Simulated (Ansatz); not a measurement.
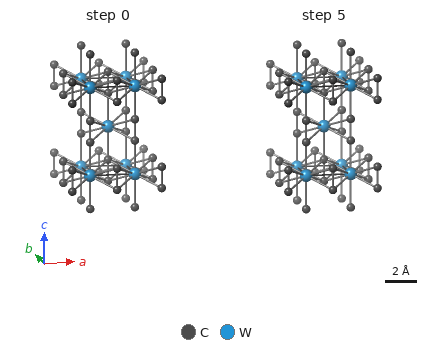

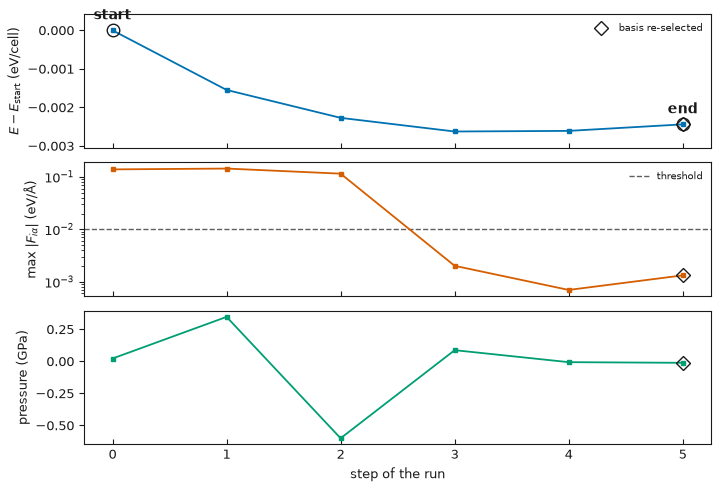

First and last geometry of a relaxation of a crystal of WC₂ (a generated structure, set up in I4/mmm), with the history of the run. Style: ball-and-stick. Shown: the conventional cell (2 times the calculation's cell), slightly off an axis. Lengths and directions refer to the drawn axes.

Case: Mo → W, Si → C on all its sites, cell and atoms relaxed.

Theory: Ansatz 0.2.0, DFT PBEsol, scalar-relativistic, plane waves, PAW. Settings: plane-wave cutoff 420 eV; k-point mesh 20 × 20 × 20; occupations gaussian; smearing width 0.1 eV; no spin polarisation; cell and atoms relaxed; force threshold 0.01 eV/Å; at most 60 steps.

### Read the history and describe the run.

It converged. No atom moves by more than 0.005 Å relative to the cell. The volume changes by −0.2 %, with a = b 3.018 → 3.006 Å (−0.4 %), c 5.938 → 5.973 Å (+0.6 %). Near-neighbour distances that change, for instance: C–C 1.439 → 1.452 Å, W–W 3.018 → 3.006 Å, C–W 2.249 → 2.260 Å. The space group stays I4/mmm (No. 139). Over 4 accepted moves (5 points after the start) the energy falls by 2.4 meV per cell of the calculation. The largest force component goes from 0.14 to 0.0013 eV/Å. The pressure goes from 0.02 to −0.01 GPa. The SCF was repeated once at an unchanged geometry on a basis and grid sized afresh for the cell, which shifted the energy by 0.2 meV per cell of the calculation at most.

| step | E − E(0), meV/atom | largest force component, eV/Å | pressure, GPa | volume, Å³/atom | note |
| --- | --- | --- | --- | --- | --- |
| 0 | 0.00 | 0.1388 | 0.02 | 9.013 |  |
| 1 | -0.52 | 0.1439 | 0.35 | 9.001 |  |
| 2 | -0.76 | 0.1151 | -0.60 | 9.005 |  |
| 3 | -0.87 | 0.0020 | 0.09 | 8.994 |  |
| 4 | -0.87 | 0.0007 | -0.01 | 8.997 |  |
| 5 | -0.81 | 0.0013 | -0.01 | 8.997 | same geometry, new basis |
